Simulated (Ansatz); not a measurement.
The cell of MgO (P6_3/mmc, No. 194). Origin of the cell: the end point of a relaxation with DFT, PBE, plane waves, PAW in Ansatz.

```xyz
4
Lattice="3.5206 0.0000 0.0000 -1.7603 3.0489 0.0000 0.0000 0.0000 4.2381" Properties=species:S:1:pos:R:3 pbc="T T T"
Mg    1.7603    1.0163    3.1786
Mg    0.0000    2.0326    1.0595
O     1.7603    1.0163    1.0595
O     0.0000    2.0326    3.1786
```

At each point the valence sum V of a Mg2+ ion is computed from the anions within 5 Å (s = exp((R0 − d)/b), R0 fitted to published crystal structures with b = 0.37 Å; R0: Mg2+–O 1.677 Å). The other Mg2+ ions are ignored. This is an empirical screen for pathways, not an energy calculation.

Along which directions could Mg2+ move by this screen (counting the regions that come within 0.6 Å of a Mg site)?

Answer. Already below about 0.06 v.u. the regions form a three-dimensional network. These are grid estimates, good to about 0.1 v.u.

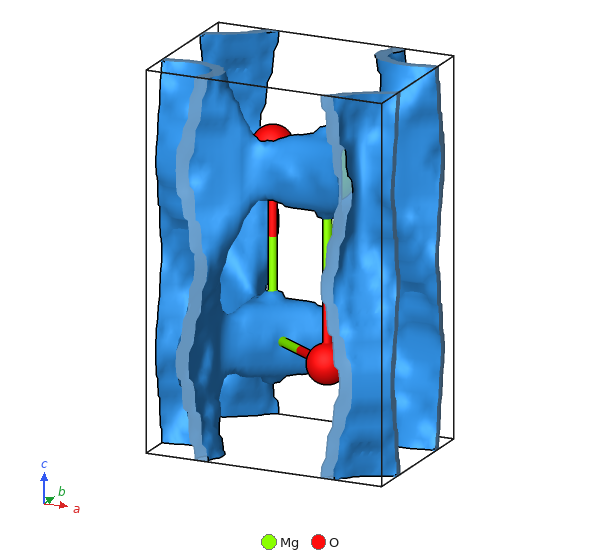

Bond-valence mismatch map for Mg2+ in MgO in space group P6_3/mmc: the blue surface encloses the points where |V − 2| < 0.1 v.u. (1×1×1 cells, view slightly off an axis). Pale faces close the region where the drawn box cuts it. At this level they form a three-dimensional network.

What is the valence sum at the Mg sites themselves?

Answer. 1.78 v.u., against the formal 2.
